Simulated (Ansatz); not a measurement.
WS₂ (slab)

```xyz
15
Lattice="3.1476 0.0000 0.0000 -1.5738 6.4349 0.0000 0.0000 0.0000 26.9152" Properties=species:S:1:pos:R:3 pbc="T T T"
S    -0.0014    1.7796    7.4916
S     1.5750    5.2747    7.8043
W     1.5737    0.4124    8.6355
S     1.5731    2.2092   10.2159
S     0.0007    5.5304   10.6358
W     0.0000    0.7737   11.3305
S    -0.0001    2.5758   12.9107
S     1.5739    5.9097   13.3483
W     1.5738    1.1527   14.0317
S     1.5738    2.9563   15.6143
S     0.0002    6.3050   16.0600
W     0.0001    1.5450   16.7485
S    -0.0001    3.3989   18.3481
S     0.0002    0.2290   18.8142
W     1.5739    1.9175   19.2847
```

Method: DFT PBEsol, scalar-relativistic, plane waves, PAW (Ansatz 0.2.0).

The density is the valence pseudo-density of a PAW calculation; it isn't the true density close to the nuclei.

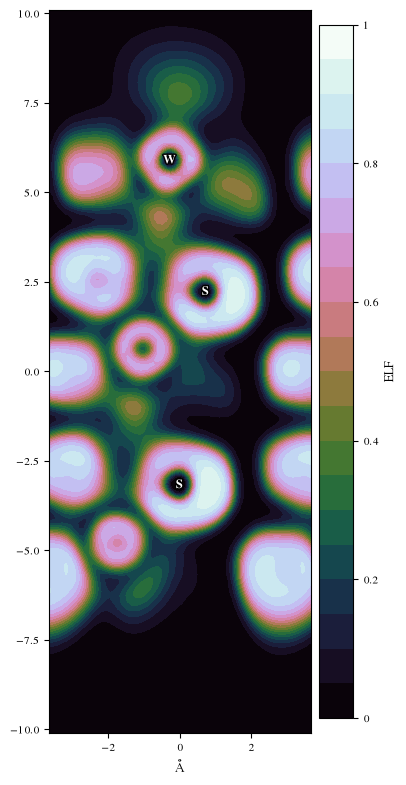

Figure 1. ELF on the (11̄0) plane of the calculation cell, a cut from vacuum to vacuum.

Q: What does the map show?

A:
- The section cuts through S and W sites.
- Atoms just off the plane (S, 0.6 Å away and W, 0.3 Å away) can leave unmarked features too.
- The features right at W lie inside the PAW spheres, where the map follows smoothed inner orbitals and isn't to be read closely.

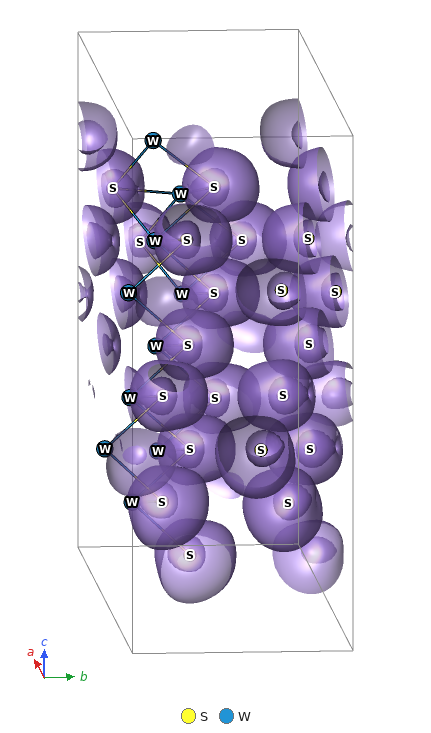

Figure 2. Isosurface of the ELF at 0.7 (purple), seen at an oblique angle. Only the valence region is drawn (cores and ρ < 0.01 e/Å³ removed). Sticks mark near contacts.

Q: Describe the localisation domains.

A: The surface consists of ten regions wrapped around S (the valence shell of each), counted in one cell of 15 atoms. Counts are for one cell; the picture repeats the cell along the surface.


W–S (2.36 Å): the ELF peaks at about 0.85 in the valence shell of S, 0.8 Å from its nucleus, and is about 0.45 at the midpoint. W–S (2.40 Å): the ELF peaks at about 0.85 in the valence shell of S, 0.8 Å from its nucleus, and is about 0.45 at the midpoint.

Q: Metal or insulator at this level of theory?

A: It is gapless in this calculation (a metal or semimetal).
